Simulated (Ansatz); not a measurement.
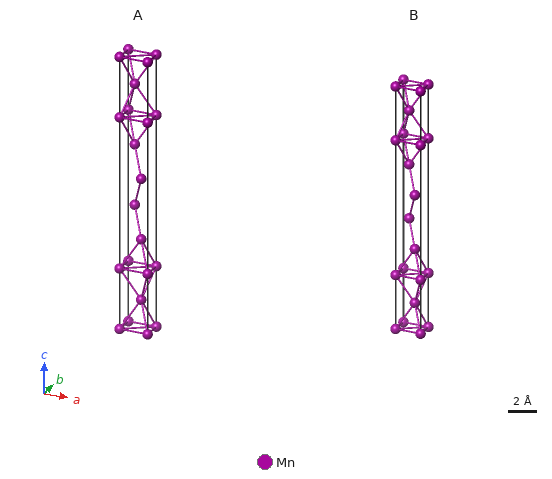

Two geometries of a crystal of Mn (built on the samarium (9R)_166 type) (coarse preliminary run), drawn at one scale. One is the start of a relaxation, the other its converged end. Style: ball-and-stick. Shown: the conventional cell (3 times the calculation's cell), slightly off an axis. Lengths and directions refer to the drawn axes.

Theory: DFT PBE, scalar-relativistic, plane waves, PAW in Ansatz 0.2.0. Set-up: plane-wave cutoff 420 eV; k-point mesh 9 × 9 × 9; occupations gaussian; smearing width 0.1 eV; collinear spin; cell and atoms relaxed; force threshold 0.04 eV/Å; at most 70 steps.

### Which one is relaxed?

Structure B is the relaxed one. Case: samarium (9R) type (R-3m, No. 166). No atom moves by more than 0.005 Å relative to the cell. The drawn cell changes as follows: a = b 2.789 → 2.486 Å (−10.8 %), c 20.218 → 18.018 Å (−10.9 %); the volume changes by −29.2 %. Among the contacts that change: Mn–Mn 2.789 → 2.486 Å, Mn–Mn 2.764 → 2.463 Å. The space group stays R-3m (No. 166). Over 7 accepted moves (8 points after the start) the energy falls by 552 meV per atom. Largest force component: 0.049 eV/Å at the start, 0.0029 eV/Å at the end. The pressure goes from −5.81 to 0.02 GPa. The SCF was repeated once at an unchanged geometry on a basis and grid sized afresh for the cell, which shifted the energy by 1.2 meV per atom at most. The program noted that the starting moments weren't kept. The run may lie on a higher electronic state than the lowest, so the end point isn't shown to be the ground-state structure.
